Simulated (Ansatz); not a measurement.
Input of the run:

```
crystal:
  lattice:
    - [0.0, 2.7276328182, 2.7276328182]
    - [2.7276328182, 0.0, 2.7276328182]
    - [2.7276328182, 2.7276328182, 0.0]
  atoms:
    - { symbol: Mg, position: [0.0, 0.0, 0.0] }
    - { symbol: Se, position: [0.5, 0.5, 0.5] }
kpoints:
  mp_grid: { grid: [10, 10, 10] }
  band_path:
    path:
      - [0.0, 0.0, 0.0]
      - [0.5, 0.0, 0.5]
      - [0.625, 0.25, 0.625]
      - [0.375, 0.375, 0.75]
      - [0.5, 0.5, 0.5]
      - [0.5, 0.25, 0.75]
    npoints: 1
hamiltonian:
  xc: r2scan
  dispersion: rvv10
scf:
  occupations: { method: fermi_dirac, width: 0.03 }
  n_extra_bands: 4
output:
  forces: true
  stress: true
  eigenvalues: true
```

Run as:
```bash
ansatz run input.yaml --threads 2 --pin off --max-ram 2211MiB --backend cpu --events-out ev --progress --plain --runs-dir out
```

What will the density of states look like?

There is a gap; over the k points computed it is 2.47 eV (indirect; the smallest direct gap is 3.47 eV). The upper group of valence states starts about 5.0 eV under the valence-band top (which lies at −1.2 eV on this axis), with a gap beneath it; it holds about 6 electrons a cell.

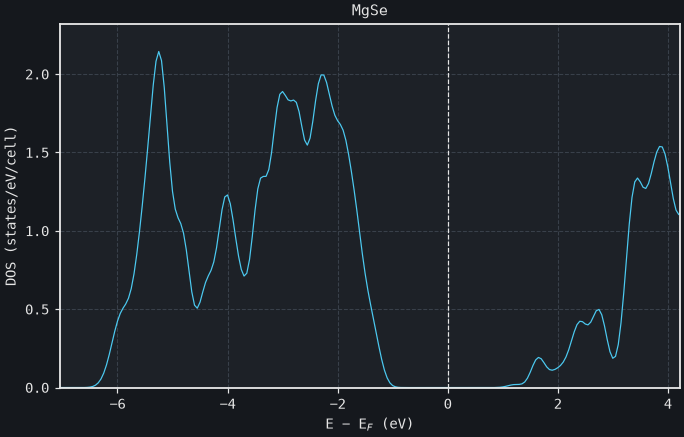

Density of states. Energies are counted from the Fermi level. The curve is built from the levels of the k mesh with Gaussians 0.3 eV wide, which also blur the band edges.
